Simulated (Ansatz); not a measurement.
Structure (in its standard cell), the end point of a relaxation with DFT PBE, scalar-relativistic, plane waves, PAW (Ansatz 0.2.0); the starting structure was generated, so it need not be a known form of this composition:

Space group P4/mmm (No. 123). a = 5.633 Å, b = 5.633 Å, c = 2.898 Å, α = 90.00°, β = 90.00°, γ = 90.00°
| atom | site | symmetry | x | y | z |
| --- | --- | --- | --- | --- | --- |
| Mo | 4k | m.2m | 0.2753 | 0.2753 | 0.5000 |
| Mo | 1a | 4/mmm | 0.0000 | 0.0000 | 0.0000 |

Predict the [100] zone-axis pattern (200 kV, kinematic, B = 0.3 Å²).

The spots form a rectangular net whose two shortest vectors correspond to d = 5.63 Å and 2.90 Å, 90.0° apart. They are 0 1 0 and 0 0 1. The pattern has symmetry 2mm. No reflection of this zone is absent.

Strongest reflections with d > 0.84 Å, one of each family (|F|² from tabulated Gaussian fits of the electron scattering factors, times a small damping for the curvature of the Ewald sphere):

```
  hkl  d (Å)  I (strongest = 100)
0 2 1  2.020                  100
0 0 1  2.898                   72
0 2 0  2.817                   60
0 0 2  1.449                   53
0 4 0  1.408                   35
0 3 0  1.878                   30
```

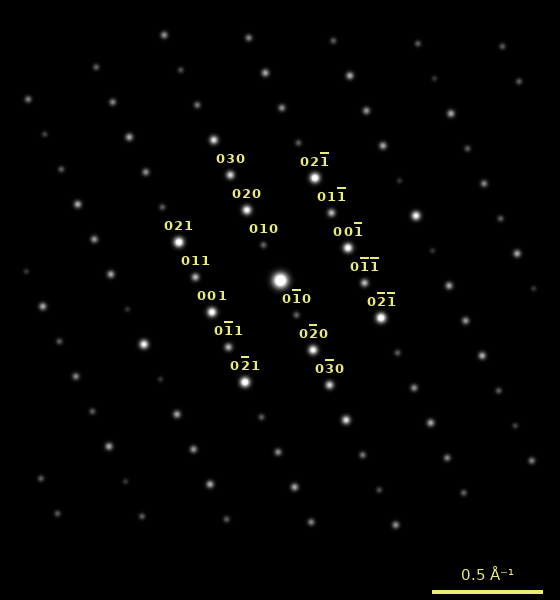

Calculated pattern, seen from the source side with [100] pointing towards the source.
